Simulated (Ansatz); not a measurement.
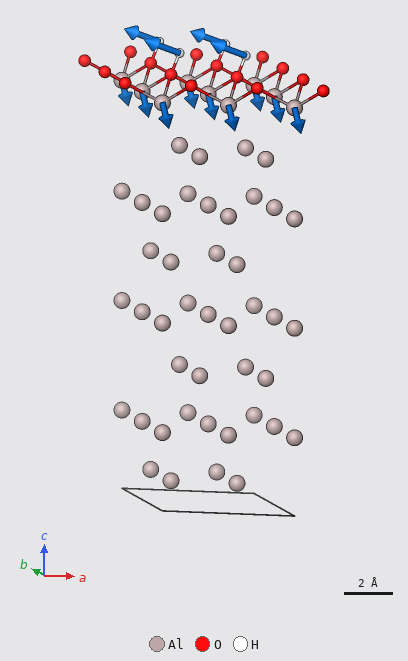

A constrained relaxation of a slab of composition Al8HO (cut from the P6_3/mmc phase). The starting structure is drawn; blue arrows show the displacements, magnified 5 times.

The picture is a ball-and-stick view of the 2 × 2 repeat of the cell, outlined in the plane, without the vacuum, seen from a free direction.

Case: OH put at a hollow Al-Al-Al site. The slab is the (0 0 1) face of Al with OH on it. 4 atoms are held fixed.

Theory: DFT PBEsol, scalar-relativistic, plane waves, PAW in Ansatz 0.2.0. Settings: plane-wave cutoff 420 eV; k-point mesh 12 × 12 × 1; occupations gaussian; smearing width 0.1 eV; no spin polarisation; dipole correction; atoms relaxed in a fixed cell; force threshold 0.03 eV/Å; at most 70 steps.

Atoms of which element are displaced furthest, and by how much?

Hydrogen: up to 0.36 Å, against 0.24 Å for aluminium.

Describe the change and its energy.

The atom that moves furthest is the H atom (0.36 Å at 67° to the normal (+c side)). By element the largest moves are H 0.36 Å, Al 0.24 Å, O 0.07 Å. The cell stays as it was. Near-neighbour distances that change, for instance: Al–O 1.878 → 2.014 Å, H–O 0.967 → 0.998 Å. Among the angles between lasting bonds that change: Al–O–H 95.2° → 125.5°, O–Al–O 98.1° → 89.6°, Al–O–Al 98.1° → 89.6°. The energy falls by 0.705 eV per cell of the calculation in 4 accepted moves (5 points after the start). The largest force component goes from 4.1 to 0.014 eV/Å. 1 step only repeated the SCF at the same geometry. Cost: 3.2 min on 2 threads of Intel(R) Xeon(R) Processor @ 2.70GHz, with other jobs on the host, peak memory 0.77 GiB.

Limits of the set-up: the cell has an odd number of electrons but was run without spin polarisation; the periodic images lie only 2.8 Å apart, so the values are limited by the cell's size.
